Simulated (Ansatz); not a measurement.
Run report: NiSi₂, geometry relaxation (part 3 of 3)

NiSi₂ (I4/mmm, 3 atoms in the cell); DFT, PBE, PAW with Ansatz's default frozen-core files, scalar-relativistic, no spin polarisation (Ansatz 0.2.0); cutoff 420 eV, 14×14×14 k-mesh, Fermi–Dirac smearing of 0.05 eV. The structure was built on a prototype by a generator; it need not be a known phase. It belongs to a series of runs on one base structure; here: cell relaxed at zero pressure.

Output, continued:
```
--- Per-component energies (eV) ---
  E_band       = -319.828385
  E_kinetic    = 368.868655
  E_local      = -4788.368282  (includes V_loc(G=0)·N_el)
  E_nonlocal   = 689.253360
  E_hartree    = 2076.294370
  E_xc         = -197.477577
  E_vxc        = -206.008038  (∫ρ·V_xc dr)
  E_paw        = -2658.174262  (= ΣΔE_a)
  E_vpaw       = -536.163395  (= ΣTr[D̂ρ^β])
  E_aug_tail   = 0.000574  (compensation charges beyond the density's cutoff)
  E_ewald      = -2601.679302
  E_smearing   = -0.013907  (= −TS)
  E_closure    = -0.000000  (closes the sum)
  Σ components = -7111.296372   (vs F -7111.296372, Δ=0.00e0)
--- Forces (eV/Å), atoms counted from 1 ---
  atom   1  Ni     0.00000000     0.00000000     0.00000000
  atom   2  Si     0.00000000    -0.00000000    -0.00044302
  atom   3  Si    -0.00000000    -0.00000000     0.00044302
  max |Σ_I F_I| component: 9.02e-17 eV/Å
--- Stress (GPa, compression-positive) ---
        0.002703       0.000000      -0.000000
        0.000000       0.002703       0.000000
       -0.000000      -0.000000      -0.018163
  P = ⅓ Tr σ = -0.0043 GPa (-0.043 kbar)
--- Band table (eV; the first three rows and the last of 244) ---
  k-point 0: bands = ["-90.1759", "-50.8173", "-50.4762", "-50.4762", "-0.4909", "8.1933", "10.0658", "10.0658", "10.6881", "11.3600", "11.5704", "13.4951", "14.8345", "15.1047", "15.1047", "15.6248", "15.6248"]
  k-point 1: bands = ["-90.1758", "-50.8173", "-50.4764", "-50.4764", "-0.3576", "8.2543", "9.8763", "9.8991", "10.6751", "11.2449", "11.7670", "13.2779", "13.6817", "14.5789", "15.3567", "15.5808", "16.5715"]
  k-point 2: bands = ["-90.1758", "-50.8172", "-50.4769", "-50.4768", "0.0394", "8.4010", "9.4503", "9.4663", "10.6456", "10.8600", "11.8925", "12.9268", "13.1086", "13.9435", "14.7146", "15.5788", "18.3641"]
  k-point 243: bands = ["-90.1758", "-50.8176", "-50.4762", "-50.4762", "1.7374", "3.2178", "9.8635", "10.3162", "11.0643", "11.0643", "11.4274", "11.5361", "11.5361", "15.0630", "16.9317", "21.7340", "21.7860"]
--- Relaxed structure (9 steps of the walk, 9 accepted, 2 SCFs on fresh bases) ---
  F+E_penalty+E_count = -7111.29637153 eV   max|allowed force component| = 4.430e-4 eV/Å   (the final SCF, on the basis selected at the relaxed cell)
  cell:  # Å, volume = 38.5873 Å³
    - [-1.6561845600796599, 1.6561845600796599, 3.516954659474503]
    - [1.6561845600796599, -1.6561845600796599, 3.516954659474503]
    - [1.6561845600796599, 1.6561845600796599, -3.516954659474503]
  atoms:
    - { symbol: Ni, position: [1.6466558111897948e-19, 1.646655811189795e-19, 2.2055584457523487e-35] }
    - { symbol: Si, position: [0.3321208056373233, 0.3321208056373233, -7.250011779759759e-36] }
    - { symbol: Si, position: [-0.3321208056373233, -0.3321208056373233, -1.4805572677763735e-35] }
```

File v_z.tsv:
```
# z_ang	v_es[eV]	v_tot[eV]
# format = ansatz-planar-average/11
# xc	pbe
# density_cutoff_ev	1680
# datasets	Ni=:simpson_from_first_knot:soft	Si=:simpson_from_first_knot:soft
# lattice	-1.656184560	1.656184560	3.516954659
# lattice	1.656184560	-1.656184560	3.516954659
# lattice	1.656184560	1.656184560	-3.516954659
# sites	3
# site	28	0.000000000	0.000000000	0.000000000
# site	14	-0.000000000	0.000000000	2.336107630
# site	14	0.000000000	-0.000000000	-2.336107630
0.000000	-7.493832e0	-2.139600e1
0.140850	-7.229201e0	-2.107714e1
0.281700	-6.447736e0	-2.013588e1
0.422550	-5.185887e0	-1.861418e1
0.563400	-3.502555e0	-1.657576e1
0.704250	-1.476821e0	-1.411076e1
0.845100	7.925202e-1	-1.135050e1
0.985950	3.184514e0	-8.472425e0
1.126800	5.552036e0	-5.678004e0
1.267651	7.728147e0	-3.151588e0
1.408501	9.556715e0	-1.028173e0
1.549351	1.094772e1	6.229667e-1
1.690201	1.191726e1	1.806160e0
1.831051	1.255564e1	2.584279e0
1.971901	1.292977e1	3.022085e0
2.112751	1.305367e1	3.161244e0
2.253601	1.292977e1	3.022085e0
2.394451	1.255564e1	2.584279e0
2.535301	1.191726e1	1.806160e0
2.676151	1.094772e1	6.229667e-1
2.817001	9.556715e0	-1.028173e0
2.957851	7.728147e0	-3.151588e0
3.098701	5.552036e0	-5.678004e0
3.239551	3.184514e0	-8.472425e0
3.380401	7.925202e-1	-1.135050e1
3.521251	-1.476821e0	-1.411076e1
3.662101	-3.502555e0	-1.657576e1
3.802952	-5.185887e0	-1.861418e1
3.943802	-6.447736e0	-2.013588e1
4.084652	-7.229201e0	-2.107714e1
```

Trajectory as extended XYZ (Å, eV, eV/Å), 11 frames, from step=1 to step=11:
```
3
Lattice="-1.4781 1.4781 3.6213 1.4781 -1.4781 3.6213 1.4781 1.4781 -3.6213" Properties=species:S:1:pos:R:3:forces:R:3 step=1 energy=-7110.42342 pressure_GPa=39.88
Ni    0.0000    0.0000    0.0000    0.0000   0.0000   0.0000
Si    0.0000    0.0000    2.4263    0.0000   0.0000  -0.1562
Si    0.0000    0.0000   -2.4263    0.0000   0.0000   0.1562
3
Lattice="-1.5400 1.5400 3.6539 1.5400 -1.5400 3.6539 1.5400 1.5400 -3.6539" Properties=species:S:1:pos:R:3:forces:R:3 step=2 energy=-7111.00225 pressure_GPa=17.32
Ni    0.0000    0.0000    0.0000    0.0000   0.0000   0.0000
Si    0.0000    0.0000    2.4471    0.0000   0.0000  -0.1813
Si    0.0000    0.0000   -2.4471    0.0000   0.0000   0.1813
3
Lattice="-1.6107 1.6107 3.6274 1.6107 -1.6107 3.6274 1.6107 1.6107 -3.6274" Properties=species:S:1:pos:R:3:forces:R:3 step=3 energy=-7111.24799 pressure_GPa=2.38
Ni    0.0000    0.0000    0.0000    0.0000   0.0000   0.0000
Si    0.0000    0.0000    2.4207    0.0000   0.0000  -0.0912
Si    0.0000    0.0000   -2.4207    0.0000   0.0000   0.0912
3
Lattice="-1.6371 1.6371 3.5901 1.6371 -1.6371 3.5901 1.6371 1.6371 -3.5901" Properties=species:S:1:pos:R:3:forces:R:3 step=4 energy=-7111.27265 pressure_GPa=-0.84
Ni    0.0000    0.0000    0.0000    0.0000   0.0000   0.0000
Si    0.0000    0.0000    2.3900    0.0000   0.0000  -0.0356
Si    0.0000    0.0000   -2.3900    0.0000   0.0000   0.0356
3
Lattice="-1.6484 1.6484 3.5284 1.6484 -1.6484 3.5284 1.6484 1.6484 -3.5284" Properties=species:S:1:pos:R:3:forces:R:3 step=5 energy=-7111.27901 pressure_GPa=-0.10
Ni    0.0000    0.0000    0.0000    0.0000   0.0000   0.0000
Si    0.0000    0.0000    2.3410    0.0000   0.0000   0.0651
Si    0.0000    0.0000   -2.3410    0.0000   0.0000  -0.0651
3
Lattice="-1.6478 1.6478 3.5284 1.6478 -1.6478 3.5284 1.6478 1.6478 -3.5284" Properties=species:S:1:pos:R:3:forces:R:3 step=6 energy=-7111.27924 pressure_GPa=-0.01
Ni    0.0000    0.0000    0.0000    0.0000   0.0000   0.0000
Si    0.0000    0.0000    2.3452    0.0000   0.0000  -0.0139
Si    0.0000    0.0000   -2.3452    0.0000   0.0000   0.0139
3
Lattice="-1.6473 1.6473 3.5304 1.6473 -1.6473 3.5304 1.6473 1.6473 -3.5304" Properties=species:S:1:pos:R:3:forces:R:3 step=7 energy=-7111.27926 pressure_GPa=-0.00
Ni    0.0000    0.0000    0.0000    0.0000   0.0000   0.0000
Si    0.0000    0.0000    2.3459    0.0000   0.0000  -0.0002
Si    0.0000    0.0000   -2.3459    0.0000   0.0000   0.0002
3
Lattice="-1.6473 1.6473 3.5304 1.6473 -1.6473 3.5304 1.6473 1.6473 -3.5304" Properties=species:S:1:pos:R:3:forces:R:3 step=8 energy=-7111.29495 pressure_GPa=0.80
Ni    0.0000    0.0000    0.0000    0.0000   0.0000   0.0000
Si    0.0000    0.0000    2.3459    0.0000   0.0000  -0.0014
Si    0.0000    0.0000   -2.3459    0.0000   0.0000   0.0014
3
Lattice="-1.6547 1.6547 3.5192 1.6547 -1.6547 3.5192 1.6547 1.6547 -3.5192" Properties=species:S:1:pos:R:3:forces:R:3 step=9 energy=-7111.29628 pressure_GPa=0.13
Ni    0.0000    0.0000    0.0000    0.0000   0.0000   0.0000
Si    0.0000    0.0000    2.3377    0.0000   0.0000   0.0002
Si    0.0000    0.0000   -2.3377    0.0000   0.0000  -0.0002
3
Lattice="-1.6562 1.6562 3.5170 1.6562 -1.6562 3.5170 1.6562 1.6562 -3.5170" Properties=species:S:1:pos:R:3:forces:R:3 step=10 energy=-7111.29631 pressure_GPa=-0.00
Ni    0.0000    0.0000    0.0000    0.0000   0.0000   0.0000
Si    0.0000    0.0000    2.3361    0.0000   0.0000  -0.0005
Si    0.0000    0.0000   -2.3361    0.0000   0.0000   0.0005
3
Lattice="-1.6562 1.6562 3.5170 1.6562 -1.6562 3.5170 1.6562 1.6562 -3.5170" Properties=species:S:1:pos:R:3:forces:R:3 step=11 energy=-7111.29637 pressure_GPa=-0.00
Ni    0.0000    0.0000    0.0000    0.0000   0.0000   0.0000
Si    0.0000    0.0000    2.3361    0.0000   0.0000  -0.0004
Si    0.0000    0.0000   -2.3361    0.0000   0.0000   0.0004
```

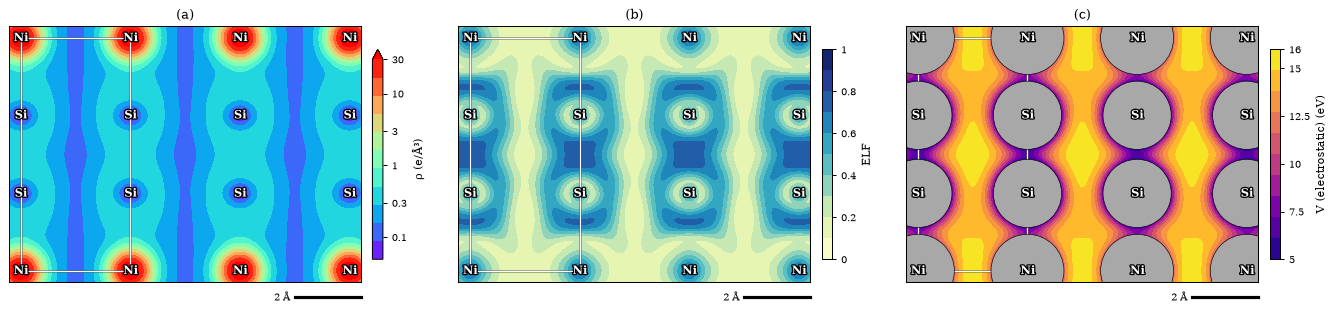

(a) valence charge density (pseudo); (b) electron localisation function; (c) electrostatic potential energy of an electron on the (100) plane of the conventional cell. Grey discs, where drawn, cover atomic cores. The section cuts through Ni and Si sites. Si–Ni (2.34 Å): the density is about 0.45 e/Å³ at the midpoint; the ELF is about 0.45 at the midpoint. Si–Si (2.36 Å): the density is about 0.47 e/Å³ at the midpoint, a local maximum along the line; the ELF peaks at about 0.75 between the atoms (a covalent bond). Away from the nuclei the density in this plane falls to 0.14 e/Å³ at its lowest. The strong features right at Ni lie inside the PAW spheres (semicore, d or f shells) and say nothing about bonding. Outside the cores the potential energy rises away from the atoms and is highest about 1.7 Å from the nearest atoms; outside the discs it spans about 10 eV, and its zero is arbitrary. Core electrons are frozen (PAW), so the fields are smoothed inside the atomic spheres.

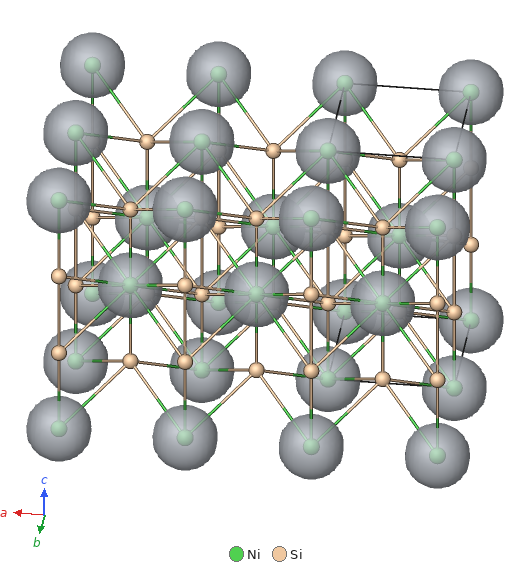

Isosurface of the valence electron density at 0.8 e/Å³ (grey), seen at an oblique angle. Sticks mark near contacts. The outline is the cell set on symmetry axes. At this value the density breaks into separate islands; it holds about 60 % of the electrons treated as valence (semicore included). It is pinched off along the Si–Ni (2.34 Å), Si–Si (2.36 Å) and Si–Ni (2.62 Å) contacts. On the grid the lowest density along these lines, outside the cores, is 0.45 e/Å³ (Si–Ni, 2.34 Å), 0.47 e/Å³ (Si–Si, 2.36 Å) and 0.3 e/Å³ (Si–Ni, 2.62 Å).

The run was set up as follows.

Input:
```yaml
crystal:
  lattice:
    - [-1.4781007833, 1.4781007833, 3.6213469191]
    - [1.4781007833, -1.4781007833, 3.6213469191]
    - [1.4781007833, 1.4781007833, -3.6213469191]
  atoms:
    - { symbol: Ni, position: [0.0, 0.0, 0.0] }
    - { symbol: Si, position: [0.335, 0.335, 0.0] }
    - { symbol: Si, position: [-0.335, -0.335, 0.0] }
kpoints:
  mp_grid: { grid: [14, 14, 14] }
scf:
  occupations: { method: fermi_dirac, width: 0.05 }
hamiltonian:
  xc: pbe
  pseudopotentials: { kind: paw }
output:
  forces: true
  stress: true
  write_density: true
  write_potential: true
  elf: true
  volumetric_format: npy
relax:
  f_tol: 0.005
  max_steps: 40
  cell: {}
```

Command:
```bash
ansatz run input.yaml --threads 1 --pin off --max-ram 3072MiB --backend cpu --events-out ev --progress --plain --runs-dir out
```

Key numbers:

| quantity | value |
| --- | --- |
| outcome | converged |
| space group (tolerance 0.01 Å) | I4/mmm (139) |
| electrons treated | 26 |
| free energy | −7111.2964 eV |
| Fermi energy | 13.585 eV |
| pressure | 0.00 GPa |
| final volume | 38.59 Å³ |
| largest force (length of the vector) at the end | under 0.001 eV/Å |
| final cell | a = 4.226 Å, b = 4.226 Å, c = 4.226 Å, α = 133.85°, β = 133.85°, γ = 67.33° |
| hardware | 1 thread of Intel Xeon (Granite Rapids), 32 GiB of memory available, shared host |
| wall time | 49 s |
| peak memory | 0.5 GiB |

Remarks:

The run has no spin polarisation, so a magnetic state may lie lower.
